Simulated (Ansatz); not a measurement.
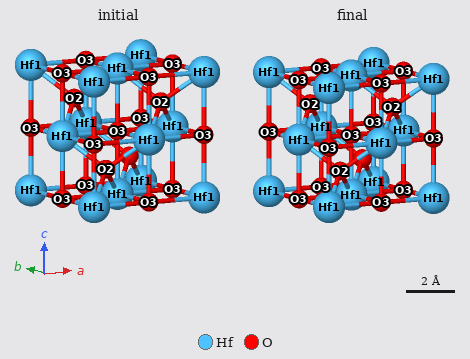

The structure of a crystal of HfO₂ (a generated structure, set up in F-43m) (coarse preliminary run) before (left) and after (right) a relaxation, at one scale.

Style: ball-and-stick. Shown: the conventional cell (4 times the calculation's cell), from a free direction. Lengths and directions refer to the drawn axes.

All numbers below come from Ansatz 0.2.0, DFT PBE, scalar-relativistic, plane waves, PAW. (plane-wave cutoff 420 eV; k-point mesh 6 × 6 × 6; occupations gaussian; smearing width 0.1 eV; no spin polarisation; cell and atoms relaxed; force threshold 0.04 eV/Å; at most 70 steps)

Describe what moved and what it gained.

Over 3 accepted moves (5 points after the start) the energy falls by 166 meV per atom. All forces vanish by symmetry, so only the cell relaxes. Pressure: −25.52 GPa at the start and 0.00 GPa at the end. The SCF was repeated twice at an unchanged geometry on a basis and grid sized afresh for the cell, which shifted the energy by 3.6 meV per atom at most. The atoms keep their places relative to the cell (all moves are under 0.005 Å). The volume changes by −14.5 %, with a = b = c 5.321 → 5.051 Å (−5.1 %). Near-neighbour distances that change, for instance: Hf1–O3 2.661 → 2.525 Å, Hf1–O2 2.304 → 2.187 Å. The space group stays F-43m (No. 216).
